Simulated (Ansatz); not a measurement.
## What a change does: single-point calculation on TaN

System: TaN (P6₃/mmc, 8 atoms in the cell).
Method of the first run: DFT PBE+U, scalar-relativistic, plane waves, PAW, Ueff = 5 eV on Ta atom 1 d; Ueff = 5 eV on Ta atom 2 d; Ueff = 5 eV on Ta atom 5 d; Ueff = 5 eV on Ta atom 6 d, spin-polarised (Ansatz 0.2.0).

The structure derives from an entry of the Crystallography Open Database. Text and figures count atoms from 1; the logs count them from 0 in places.

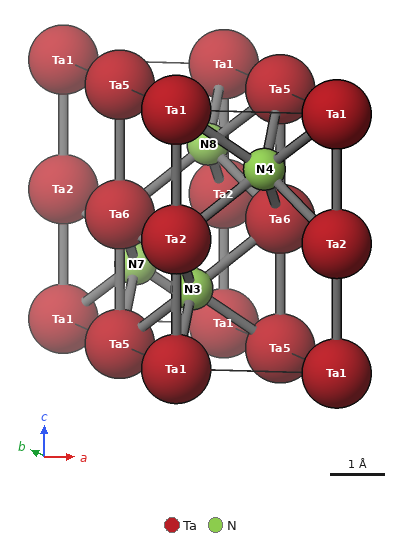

Figure 1. The input geometry (ball-and-stick view of the cell of the calculation, seen slightly off an axis; atoms are numbered from 1 in the order of the input). Near neighbours in the crystal (not all of them lie inside the picture): Ta has 6 N at 2.15 Å and 2 Ta at 2.46 Å; N has 6 Ta at 2.15 Å.

**Input, the first run**
```yaml
crystal:
  lattice:
    - [3.04800184, 0.0, 0.0]
    - [-3.04800184, 5.27929406, 0.0]
    - [0.0, 0.0, 4.91799978]
  atoms:
    - { symbol: Ta, position: [0.0, 0.0, 0.0], spin: 2.0 }
    - { symbol: Ta, position: [0.0, 0.0, 0.5], spin: -2.0 }
    - { symbol: "N", position: [0.3333333333, 0.3333333334, 0.25] }
    - { symbol: "N", position: [0.6666666667, 0.1666666666, 0.75] }
    - { symbol: Ta, position: [0.0, 0.5, 0.0], spin: 2.0 }
    - { symbol: Ta, position: [0.0, 0.5, 0.5], spin: -2.0 }
    - { symbol: "N", position: [0.3333333333, 0.8333333333, 0.25] }
    - { symbol: "N", position: [0.6666666667, 0.6666666666, 0.75] }
basis:
  ecutwfc: 420
  ecutrho_ratio: 4
kpoints:
  mp_grid: { grid: [7, 7, 4] }
hamiltonian:
  xc: pbe
  hubbard:
    sites:
      - { site: 0, l: d, u_eff: 5.0, starting_ns: [{ spin: up, occupation_matrix: s0up }, { spin: down, occupation_matrix: s0down }] }
      - { site: 1, l: d, u_eff: 5.0, starting_ns: [{ spin: up, occupation_matrix: s1up }, { spin: down, occupation_matrix: s1down }] }
      - { site: 4, l: d, u_eff: 5.0, starting_ns: [{ spin: up, occupation_matrix: s4up }, { spin: down, occupation_matrix: s4down }] }
      - { site: 5, l: d, u_eff: 5.0, starting_ns: [{ spin: up, occupation_matrix: s5up }, { spin: down, occupation_matrix: s5down }] }
    occupation_matrices:
      s0up:
        matrix:
          - [0.02342, 0.0, -0.03843, 0.04197, 0.0]
          - [0.0, 0.45273, 0.0, 0.0, -0.47312]
          - [-0.03843, 0.0, 0.45175, -0.47146, 0.0]
          - [0.04197, 0.0, -0.47146, 0.53483, 0.0]
          - [0.0, -0.47312, 0.0, 0.0, 0.53727]
      s0down:
        matrix:
          - [0.02, 0.0, 0.0, 0.0, 0.0]
          - [0.0, 0.02, 0.0, 0.0, 0.0]
          - [0.0, 0.0, 0.02, 0.0, 0.0]
          - [0.0, 0.0, 0.0, 0.02, 0.0]
          - [0.0, 0.0, 0.0, 0.0, 0.02]
      s1up:
        matrix:
          - [0.02, 0.0, 0.0, 0.0, 0.0]
          - [0.0, 0.02, 0.0, 0.0, 0.0]
          - [0.0, 0.0, 0.02, 0.0, 0.0]
          - [0.0, 0.0, 0.0, 0.02, 0.0]
          - [0.0, 0.0, 0.0, 0.0, 0.02]
      s1down:
        matrix:
          - [0.02342, 0.0, 0.03843, 0.04197, 0.0]
          - [0.0, 0.45273, 0.0, 0.0, 0.47312]
          - [0.03843, 0.0, 0.45175, 0.47146, 0.0]
          - [0.04197, 0.0, 0.47146, 0.53483, 0.0]
          - [0.0, 0.47312, 0.0, 0.0, 0.53727]
      s4up:
        matrix:
          - [0.02342, 0.0, -0.03843, 0.04197, 0.0]
          - [0.0, 0.45273, 0.0, 0.0, -0.47312]
          - [-0.03843, 0.0, 0.45175, -0.47146, 0.0]
          - [0.04197, 0.0, -0.47146, 0.53483, 0.0]
          - [0.0, -0.47312, 0.0, 0.0, 0.53727]
      s4down:
        matrix:
          - [0.02, 0.0, 0.0, 0.0, 0.0]
          - [0.0, 0.02, 0.0, 0.0, 0.0]
          - [0.0, 0.0, 0.02, 0.0, 0.0]
          - [0.0, 0.0, 0.0, 0.02, 0.0]
          - [0.0, 0.0, 0.0, 0.0, 0.02]
      s5up:
        matrix:
          - [0.02, 0.0, 0.0, 0.0, 0.0]
          - [0.0, 0.02, 0.0, 0.0, 0.0]
          - [0.0, 0.0, 0.02, 0.0, 0.0]
          - [0.0, 0.0, 0.0, 0.02, 0.0]
          - [0.0, 0.0, 0.0, 0.0, 0.02]
      s5down:
        matrix:
          - [0.02342, 0.0, 0.03843, 0.04197, 0.0]
          - [0.0, 0.45273, 0.0, 0.0, 0.47312]
          - [0.03843, 0.0, 0.45175, 0.47146, 0.0]
          - [0.04197, 0.0, 0.47146, 0.53483, 0.0]
          - [0.0, 0.47312, 0.0, 0.0, 0.53727]
    ns_hold: { iters: 8 }
scf:
  occupations: { method: gaussian, width: 0.05 }
  lower_state_search: "off"
  max_iter: 150
output:
  forces: true
  stress: true
  eigenvalues: true
  populations: true
  hubbard:
    sites:
      - { site: 0, l: d }
      - { site: 1, l: d }
      - { site: 4, l: d }
      - { site: 5, l: d }
magnetization:
  spin_polarized: true
  spin_locking: { lock_directions: true }
```

Launched with:
```bash
ansatz run input.yaml --threads 4 --pin off --max-ram 6144MiB --backend cpu --events-out ev --progress --plain --runs-dir out
```

Hardware: 4 threads of Arm Neoverse N1, 98 GiB of memory available, shared host.

**Output, shortened to warnings, some set-up lines, iterations and results (the first run)**
```
Warning: output.stress: scf.convergence.dr2_threshold = 1e-7 eV (the SCF's general default) is looser than the 8e-10 eV advised for a printed stress (1e-10 eV for each atom of the cell: 8). What an SCF threshold leaves in a stress goes as its square root, and in the free energy as the threshold itself, and one threshold admits the most on a small cell: of the crystals measured, under no hybrid …
Warning: output.stress: the lock of the moments that magnetization.spin_locking holds to the close lets an SCF meet its threshold on dr2 anywhere within the lock's freeze window, and the stress can move with the moments there: no threshold on dr2 bounds that. The window is the square root of the freeze energy over magnetization.spin_locking.lambda. Set magnetization.spin_locking.freeze_energy_tol …
WARN: hamiltonian.hubbard: on 8 of 8 specified blocks the occupation matrix of this SCF's result fails the test of the specified filling. At site 0 ↑ (sites count from 0 in the list of atoms of the cell that this SCF solves) the least filled combination of the orbitals specified full has occupation 0.485, and the fullest combination of the orbitals specified empty has occupation 0.515; the …
Basis set: ecut = 420 eV, 1571 PW (Γ), exchange–correlation on 48×90×72 points (8 copies of the dense FFT grid, shifted against one another)
Symmetry: 8 space group operations
k-points: 60 of 196
Initial density: superposition of atomic densities (chi_scale 0.1, normalization cell, long waves kept (reshape's long-wave potential 0.00 eV rms))
[...]
SCF iter   1: F=-41231.623288 eV  HF=-41236.206769 eV  |F-HF|=4.58e0  |Δ(HF+E_count)|=         —  Δρ=7.87e-2 (↑7.87e-2 ↓7.87e-2)  dr2=7.69e0  dr2_m=2.72e0  M=0.000 μB …
SCF iter   2: F=-41234.694064 eV  HF=-41235.530961 eV  |F-HF|=8.37e-1  |Δ(HF+E_count)|=   6.76e-1  Δρ=5.23e-2 (↑5.23e-2 ↓5.23e-2)  dr2=2.43e0  dr2_m=1.38e0  M=0.000 μB …
SCF iter   3: F=-41235.797493 eV  HF=-41235.779224 eV  |F-HF|=1.83e-2  |Δ(HF+E_count)|=   2.48e-1  Δρ=1.23e-2 (↑1.23e-2 ↓1.23e-2)  dr2=1.38e-1  dr2_m=5.94e-2  M=-0.000 μB …
SCF iter   4: F=-41235.825399 eV  HF=-41235.824743 eV  |F-HF|=6.56e-4  |Δ(HF+E_count)|=   4.55e-2  Δρ=2.01e-3 (↑2.01e-3 ↓2.01e-3)  dr2=1.02e-2  dr2_m=4.81e-4  M=0.000 μB …
SCF iter   5: F=-41235.826745 eV  HF=-41235.826622 eV  |F-HF|=1.23e-4  |Δ(HF+E_count)|=   1.88e-3  Δρ=4.49e-4 (↑4.49e-4 ↓4.49e-4)  dr2=3.85e-4  dr2_m=5.43e-5  M=-0.000 μB …
[... 26 lines ...]
SCF iter  32: F=-41243.872933 eV  HF=-41243.872933 eV  |F-HF|=7.16e-8  |Δ(HF+E_count)|=   2.01e-4  Δρ=8.45e-6 (↑8.45e-6 ↓8.45e-6)  dr2=1.36e-7  dr2_m=6.50e-9  M=-0.000 μB …
SCF iter  33: F=-41243.872932 eV  HF=-41243.872932 eV  |F-HF|=2.67e-7  |Δ(HF+E_count)|=   1.06e-6  Δρ=1.16e-5 (↑1.16e-5 ↓1.16e-5)  dr2=1.79e-7  dr2_m=2.75e-8  M=-0.000 μB …
SCF iter  34: F=-41243.872933 eV  HF=-41243.872933 eV  |F-HF|=4.46e-8  |Δ(HF+E_count)|=   9.63e-7  Δρ=3.67e-6 (↑3.67e-6 ↓3.67e-6)  dr2=6.92e-9  dr2_m=6.08e-9  M=-0.000 μB …
SCF iter  35: F=-41243.872933 eV  HF=-41243.872933 eV  |F-HF|=1.82e-10  |Δ(HF+E_count)|=   2.57e-7  Δρ=3.79e-7 (↑3.76e-7 ↓3.79e-7)  dr2=2.14e-10  dr2_m=4.76e-11  M=-0.000 μB …
SCF 1 converged in 35 iterations: F = -41243.872933 eV  dr2 = 2.14e-10
SCF converged after 35 iterations
Magnetization: -0.0000 μB (36.0000 up, 36.0000 down)
Absolute magnetization: 2.2995 μB (∫|ρ↑−ρ↓|, with the PAW one-centre terms)
Spin contamination: 1.2130 ħ² per cell (⟨S²⟩ above its minimum at these occupations)
Per-site moments (μB) at R_I (Å): [(0.2450889243367036, 0.8855253721202155), (-0.2450897885014573, 0.8855253721202155), (-2.0256791660824518e-7, 0.8855253721202158), (-2.0256791654742088e-7, 0.8855253721202155), (0.24508892433670376, 0.8855253721202155), (-0.24508978850145718, 0.8855253721202158), …
--- Magnetisation constraints (ε_frz = 1.0e-4 eV) ---
  site  kind           target                            achieved (μB)             |Δ|max (μB)  g (eV/μB)                 λ_eff  esc  ok   flags
  0     per_site_axis  ê (+0.000, +0.000, +1.000) ≥0.00  (+0.000, +0.000, +0.245)  0.00e0       (+0.0e0, +0.0e0, +0.0e0)  1.000  0    yes
  1     per_site_axis  ê (+0.000, +0.000, -1.000) ≥0.00  (+0.000, +0.000, -0.245)  0.00e0       (+0.0e0, +0.0e0, +0.0e0)  1.000  0    yes
  4     per_site_axis  ê (+0.000, +0.000, +1.000) ≥0.00  (+0.000, +0.000, +0.245)  0.00e0       (+0.0e0, +0.0e0, +0.0e0)  1.000  0    yes
  5     per_site_axis  ê (+0.000, +0.000, -1.000) ≥0.00  (+0.000, +0.000, -0.245)  0.00e0       (+0.0e0, +0.0e0, +0.0e0)  1.000  0    yes
Free energy (F): -41243.872933 eV
Harris-Foulkes:  -41243.872933 eV  (|F-HF|=1.82e-10)
Internal energy: -41243.868829 eV  (E = F + TS)
E sigma→0 (E₀):  -41243.870881 eV
Entropy (-TS):   -0.004104 eV (-0.513 meV/atom)
Fermi energy:    23.277832 eV
--- Per-component energies (eV) ---
  E_band       = -57.206783
  E_kinetic    = 2049.008063
  E_local      = -2304.566741  (includes V_loc(G=0)·N_el)
  E_nonlocal   = 250.210346
  E_hartree    = 813.609988
  E_xc         = -1132.155919
  E_vxc        = -1145.757110  (∫ρ·V_xc dr)
  E_hubbard    = 21.870600  (on-site DFT+U / exact-exchange correction)
  E_vhub       = 5.818342  (the Hubbard potential's part of the band-sum identity)
  E_paw        = -34104.595956  (= ΣΔE_a)
  E_vpaw       = -539.140881  (= ΣTr[D̂ρ^β])
  E_aug_tail   = 0.001094  (compensation charges beyond the density's cutoff)
  E_ewald      = -6837.250305
  E_smearing   = -0.004104  (= −TS)
  E_closure    = 0.000000  (closes the sum)
  Σ components = -41243.872933   (vs F -41243.872933, Δ=0.00e0)
--- Specified on-site occupations, and those of the state reported ---
  electrons in the specified blocks: 8.4000 specified, 15.1691 found
  site 0 (l=d) ↓: largest change of an orbital's occupation 0.5236; electrons 0.1000 specified, 1.6121 found; spectral distance 0.7253
[...]
```

The input of the second run differs as follows (lines with − go, lines with + come):
```diff
+  write_density: true
+  write_potential: true
+  elf: true
+  volumetric_format: npy
-  spin_locking: { lock_directions: true }
```

Predict how the results change.

The total moment is fixed by the input in the first run, so the state need not be the lowest. The energy is the same within 0.01 meV per atom. On the same kind of shared host the second run took about 0.69 times as long.

**Output, shortened to warnings, some set-up lines, iterations and results (the second run)**
```
WARN: hamiltonian.hubbard: on 8 of 8 specified blocks the occupation matrix of this SCF's result fails the test of the specified filling. At site 0 ↑ (sites count from 0 in the list of atoms of the cell that this SCF solves) the least filled combination of the orbitals specified full has occupation 0.485, and the fullest combination of the orbitals specified empty has occupation 0.515; the …
Basis set: ecut = 420 eV, 1571 PW (Γ), exchange–correlation on 48×90×72 points (8 copies of the dense FFT grid, shifted against one another)
Symmetry: 8 space group operations
k-points: 60 of 196
Initial density: superposition of atomic densities (chi_scale 0.1, normalization cell, long waves kept (reshape's long-wave potential 0.00 eV rms))
[...]
SCF iter   1: F=—  HF=-41236.206769 eV  |F-HF|=—  |Δ(HF+E_count)|=         —  Δρ=7.87e-2 (↑7.87e-2 ↓7.87e-2)  dr2=7.69e0  dr2_m=2.72e0  M=0.000 μB ∫|m|=5.167 μB  β_m=0.30  …
SCF iter   2: F=—  HF=-41235.531210 eV  |F-HF|=—  |Δ(HF+E_count)|=   6.76e-1  Δρ=5.23e-2 (↑5.23e-2 ↓5.23e-2)  dr2=2.43e0  dr2_m=1.38e0  M=0.000 μB ∫|m|=5.184 μB  β_m=0.30  …
SCF iter   3: F=—  HF=-41235.426274 eV  |F-HF|=—  |Δ(HF+E_count)|=   1.05e-1  Δρ=3.38e-2 (↑3.38e-2 ↓3.38e-2)  dr2=2.92e-1  dr2_m=6.98e-1  M=-0.000 μB ∫|m|=5.189 μB  β_m=0.30  …
SCF iter   4: F=—  HF=-41235.585113 eV  |F-HF|=—  |Δ(HF+E_count)|=   1.59e-1  Δρ=2.25e-2 (↑2.25e-2 ↓2.25e-2)  dr2=9.33e-3  dr2_m=3.66e-1  M=0.000 μB ∫|m|=5.224 μB  β_m=0.30  …
SCF iter   5: F=—  HF=-41235.693757 eV  |F-HF|=—  |Δ(HF+E_count)|=   1.09e-1  Δρ=1.62e-2 (↑1.62e-2 ↓1.62e-2)  dr2=4.78e-3  dr2_m=1.89e-1  M=0.000 μB ∫|m|=5.251 μB  β_m=0.30  …
[... 19 lines ...]
SCF iter  25: F=—  HF=-41243.872932 eV  |F-HF|=—  |Δ(HF+E_count)|=   9.74e-6  Δρ=1.16e-5 (↑1.16e-5 ↓1.16e-5)  dr2=8.58e-8  dr2_m=6.41e-8  M=0.000 μB ∫|m|=2.292 μB  β_m=1.00  …
SCF iter  26: F=—  HF=-41243.872933 eV  |F-HF|=—  |Δ(HF+E_count)|=   5.23e-7  Δρ=7.88e-6 (↑7.88e-6 ↓7.88e-6)  dr2=5.11e-8  dr2_m=2.26e-8  M=0.000 μB ∫|m|=2.291 μB  β_m=1.00  …
SCF iter  27: F=-41243.872933 eV  HF=-41243.872933 eV  |F-HF|=1.73e-8  |Δ(HF+E_count)|=   4.00e-7  Δρ=2.56e-6 (↑2.56e-6 ↓2.56e-6)  dr2=5.18e-9  dr2_m=3.26e-9  M=0.000 μB …
SCF iter  28: F=-41243.872933 eV  HF=-41243.872933 eV  |F-HF|=3.74e-9  |Δ(HF+E_count)|=   1.17e-7  Δρ=1.15e-6 (↑1.15e-6 ↓1.15e-6)  dr2=4.42e-10  dr2_m=7.73e-10  M=0.000 μB …
SCF 1 converged in 28 iterations: F = -41243.872933 eV  dr2 = 4.42e-10
SCF converged after 28 iterations
Magnetization: 0.0000 μB (36.0000 up, 36.0000 down)
Absolute magnetization: 2.2993 μB (∫|ρ↑−ρ↓|, with the PAW one-centre terms)
Spin contamination: 1.2129 ħ² per cell (⟨S²⟩ above its minimum at these occupations)
Per-site moments (μB) at R_I (Å): [(0.24504623397754155, 0.8855253721202155), (-0.24504607342980705, 0.8855253721202155), (3.84312847455249e-8, 0.8855253721202158), (3.8431284785968125e-8, 0.8855253721202155), (0.24504623397754116, 0.8855253721202155), (-0.24504607342980736, 0.8855253721202158), …
Free energy (F): -41243.872933 eV
Harris-Foulkes:  -41243.872933 eV  (|F-HF|=3.74e-9)
Internal energy: -41243.868828 eV  (E = F + TS)
E sigma→0 (E₀):  -41243.870880 eV
Entropy (-TS):   -0.004106 eV (-0.513 meV/atom)
Fermi energy:    23.277861 eV
--- Per-component energies (eV) ---
  E_band       = -57.206713
  E_kinetic    = 2049.007816
  E_local      = -2304.566930  (includes V_loc(G=0)·N_el)
  E_nonlocal   = 250.210367
  E_hartree    = 813.610211
  E_xc         = -1132.155865
  E_vxc        = -1145.757040  (∫ρ·V_xc dr)
  E_hubbard    = 21.870723  (on-site DFT+U / exact-exchange correction)
  E_vhub       = 5.818603  (the Hubbard potential's part of the band-sum identity)
  E_paw        = -34104.595940  (= ΣΔE_a)
  E_vpaw       = -539.140865  (= ΣTr[D̂ρ^β])
  E_aug_tail   = 0.001094  (compensation charges beyond the density's cutoff)
  E_ewald      = -6837.250305
  E_smearing   = -0.004106  (= −TS)
  E_closure    = 0.000000  (closes the sum)
  Σ components = -41243.872933   (vs F -41243.872933, Δ=0.00e0)
--- Specified on-site occupations, and those of the state reported ---
  electrons in the specified blocks: 8.4000 specified, 15.1692 found
  site 1 (l=d) ↑: largest change of an orbital's occupation 0.5237; electrons 0.1000 specified, 1.6121 found; spectral distance 0.7253
  site 5 (l=d) ↑: largest change of an orbital's occupation 0.5237; electrons 0.1000 specified, 1.6121 found; spectral distance 0.7253
  site 0 (l=d) ↓: largest change of an orbital's occupation 0.5237; electrons 0.1000 specified, 1.6121 found; spectral distance 0.7253
  site 4 (l=d) ↓: largest change of an orbital's occupation 0.5237; electrons 0.1000 specified, 1.6121 found; spectral distance 0.7253
  site 1 (l=d) ↓: largest change of an orbital's occupation 0.4953; electrons 2.0000 specified, 2.1802 found; spectral distance 0.8568
  site 5 (l=d) ↓: largest change of an orbital's occupation 0.4953; electrons 2.0000 specified, 2.1802 found; spectral distance 0.8568
[...]
```

**The two runs side by side**

```tsv
quantity	the first run	the second run
outcome	converged	converged
free energy per atom (eV)	−5155.4841	−5155.4841
energy per atom, smearing taken to zero (eV)	−5155.4839	−5155.4839
gap on the mesh (eV)	0.00	0.00
net moment of the cell (μB)	0.00	0.00
absolute moment of the cell (μB)	2.30	2.30
pressure (GPa)	69.53	69.53
largest force (eV/Å)	0.065	0.065
irreducible k-points	60	60
plane waves at Γ	1571	1571
wall time (shared host)	91 s	63 s
```

For both runs: Spin–orbit coupling is left out, which matters for Ta. For the first run: Warnings: the typed occupations were not kept; the SCF threshold is looser than advised for the printed stress. For the second run: Warnings: the typed occupations were not kept.
